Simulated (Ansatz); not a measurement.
Mg$_{15}$GaO$_{16}$ (cell with a defect)

Input file:

```
crystal:
  lattice:
    - [-4.2140464025, 4.2140464025, -4.2140464025]
    - [4.2140464025, 4.2140464025, 4.2140464025]
    - [4.2140464025, -4.2140464025, -4.2140464025]
  atoms:
    - { symbol: Ga, position: [0.25, 0.75, 0.0], spin: 0.143 }
    - { symbol: Mg, position: [0.0, 0.0, 0.0] }
    - { symbol: Mg, position: [0.5, 0.75, 0.75] }
    - { symbol: Mg, position: [0.75, 0.25, 0.0] }
    - { symbol: Mg, position: [0.25, 0.0, 0.75] }
    - { symbol: Mg, position: [0.5, 0.5, 0.0] }
    - { symbol: Mg, position: [0.0, 0.25, 0.75] }
    - { symbol: Mg, position: [0.75, 0.75, 0.5] }
    - { symbol: Mg, position: [0.5, 0.0, 0.5] }
    - { symbol: Mg, position: [0.75, 0.5, 0.75] }
    - { symbol: Mg, position: [0.0, 0.75, 0.25] }
    - { symbol: Mg, position: [0.25, 0.25, 0.5] }
    - { symbol: Mg, position: [0.0, 0.5, 0.5] }
    - { symbol: Mg, position: [0.75, 0.0, 0.25] }
    - { symbol: Mg, position: [0.5, 0.25, 0.25] }
    - { symbol: Mg, position: [0.25, 0.5, 0.25] }
    - { symbol: O, position: [0.25, 0.5, 0.75], spin: 0.143 }
    - { symbol: O, position: [0.0, 0.75, 0.75], spin: 0.143 }
    - { symbol: O, position: [0.5, 0.5, 0.5] }
    - { symbol: O, position: [0.75, 0.0, 0.75] }
    - { symbol: O, position: [0.25, 0.75, 0.5] }
    - { symbol: O, position: [0.5, 0.25, 0.75] }
    - { symbol: O, position: [0.0, 0.0, 0.5] }
    - { symbol: O, position: [0.75, 0.5, 0.25] }
    - { symbol: O, position: [0.5, 0.75, 0.25], spin: 0.143 }
    - { symbol: O, position: [0.75, 0.25, 0.5] }
    - { symbol: O, position: [0.0, 0.5, 0.0], spin: 0.143 }
    - { symbol: O, position: [0.25, 0.0, 0.25], spin: 0.143 }
    - { symbol: O, position: [0.0, 0.25, 0.25] }
    - { symbol: O, position: [0.75, 0.75, 0.0] }
    - { symbol: O, position: [0.5, 0.0, 0.0], spin: 0.143 }
    - { symbol: O, position: [0.25, 0.25, 0.0] }
  host:
    lattice:
      - [0.0, 2.1070232013, 2.1070232013]
      - [2.1070232013, 0.0, 2.1070232013]
      - [2.1070232013, 2.1070232013, 0.0]
    atoms:
      - { symbol: Mg, position: [0.0, 0.0, 0.0] }
      - { symbol: O, position: [0.5, 0.5, 0.5] }
basis:
  ecutwfc: 420
  xc_grid: 2
kpoints:
  mp_grid: { grid: [2, 2, 2], shift: [0.5, 0.5, 0.5] }
hamiltonian:
  xc: pbesol
scf:
  occupations: { method: gaussian, width: 0.02 }
  lower_state_search: "off"
output:
  forces: true
  stress: false
  eigenvalues: true
  populations: true
  charged_corrections:
    defect_position: [0.25, 0.75, 0.0]
    epsilon: [[10.3598, 0.0, 0.0], [0.0, 10.3598, 0.0], [0.0, 0.0, 10.3598]]
  write_density: true
  write_potential: true
  elf: true
  volumetric_format: npy
magnetization:
  spin_polarized: true
relax:
  adjacent_minimum: "off"
  f_tol: 0.03
  max_steps: 40
```

Launched as:

```sh
ansatz run input.yaml --threads 8 --pin off --max-ram 16384MiB --backend cpu --events-out ev --progress --plain --runs-dir out
```

The fields are those of the run's last geometry, not of the input's.

Spin-polarised.

These are results of Ansatz 0.2.0, DFT PBEsol, scalar-relativistic, plane waves, PAW, not measurements.

What will maps of the valence pseudo-density and electron localisation function show?

Answer. Mg–O (2.04 Å): the density is about 0.38 e/Å³ at the midpoint; the ELF peaks at about 0.85 in the valence shell of O, 0.6 Å from its nucleus, and is about 0.30 at the midpoint; a closed-shell, largely ionic contact.
Ga–O (2.17 Å): the density is about 0.42 e/Å³ at the midpoint; the ELF peaks at about 0.80 in the valence shell of O, 0.6 Å from its nucleus, and is about 0.25 at the midpoint; no localised pair shows between them.
Mg–O (2.11 Å): ρ is about 0.34 e/Å³ halfway; the ELF peaks at about 0.85 in the valence shell of O, 0.6 Å from its nucleus, and is about 0.30 at the midpoint: an ionic contact with no shared pair.

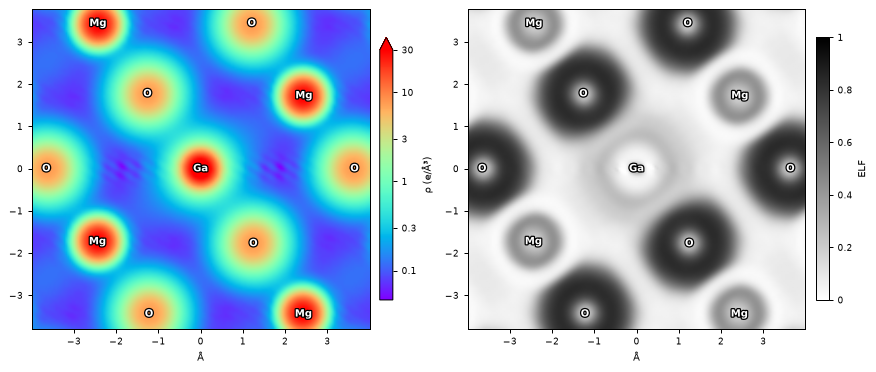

Computed valence pseudo-density and electron localisation function on the (011̄) plane of the calculation cell, in this order. 
